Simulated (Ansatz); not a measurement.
System: AlGa3N4.

Input

```
crystal:
  lattice:
    - [5.1093665461, 0.0, 0.0001207252]
    - [0.0, 3.1446835987, 0.0]
    - [-0.003562688, 0.0, 5.4433533587]
  atoms:
    - { symbol: Al, position: [0.0006034213, 0.5, 0.6673576229] }
    - { symbol: Ga, position: [0.499116703, 0.5, 0.3349195803] }
    - { symbol: Ga, position: [0.4990273856, 0.0, 0.8315570003] }
    - { symbol: Ga, position: [0.9998617814, 0.0, 0.1661805292] }
    - { symbol: "N", position: [0.1196687533, 0.5, 0.3400974158] }
    - { symbol: "N", position: [0.1176459789, 0.0, 0.8263760583] }
    - { symbol: "N", position: [0.6204436398, 0.0, 0.1662162875] }
    - { symbol: "N", position: [0.6312323466, 0.5, 0.6672965057] }
basis:
  ecutwfc: 420
kpoints:
  mp_grid: { grid: [6, 8, 6] }
hamiltonian:
  xc: pbesol
scf:
  occupations: { method: gaussian, width: 0.02 }
output:
  forces: true
  stress: true
  eigenvalues: true
  write_density: true
  write_potential: true
  elf: true
  volumetric_format: npy
relax:
  adjacent_minimum: "off"
  f_tol: 0.008
  max_steps: 50
  cell: { stress_tol: 0.08, p_target: 2.0 }
```

Command:

```sh
ansatz run input.yaml --threads 2 --pin off --max-ram 5120MiB --backend cpu --events-out ev --progress --plain --runs-dir out
```

Below, planes, directions and counts refer to the conventional cell (a = 5.12 Å, b = 3.15 Å, c = 5.46 Å, α = 90.00°, β = 90.04°, γ = 90.00°).

The fields are those of the run's last geometry, not of the input's.

Space group Pm; a structure from a database of computed crystals, not necessarily the ambient phase; computed pressure about 2 GPa in this cell.

Computed with DFT PBEsol, scalar-relativistic, plane waves, PAW (Ansatz 0.2.0).

Predict the valence pseudo-density and electron localisation function between the atoms.

Al–N (1.89 Å): the density is about 0.69 e/Å³ at the midpoint; the ELF peaks at about 0.90 between the atoms (a shared but strongly polarised pair).
Ga–N (1.94 Å): the density is about 0.77 e/Å³ at the midpoint; the ELF peaks at about 0.85 in the valence shell of N, 0.7 Å from its nucleus, and is about 0.50 at the midpoint.

Metal or insulator at this level of theory?

It is gapped, with a Kohn–Sham gap of 2.4 eV on the k-point mesh, an upper bound to the gap of this method.

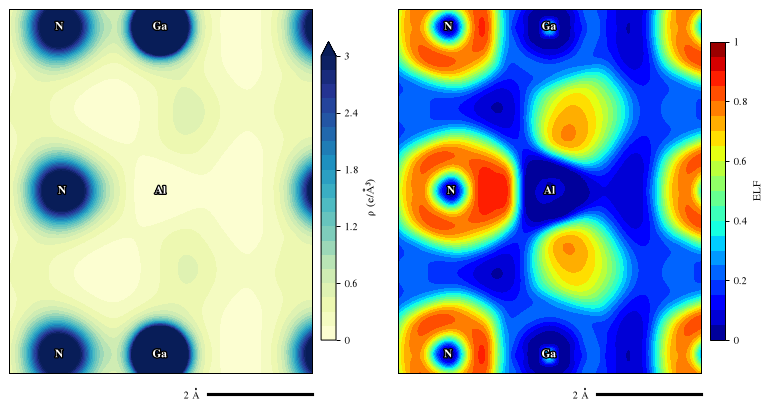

Computed valence pseudo-density and electron localisation function on the (011) plane of the conventional cell, in this order. Atoms just off the plane (Ga, 0.9 Å away and N, 0.9 Å away) can leave unmarked features too.
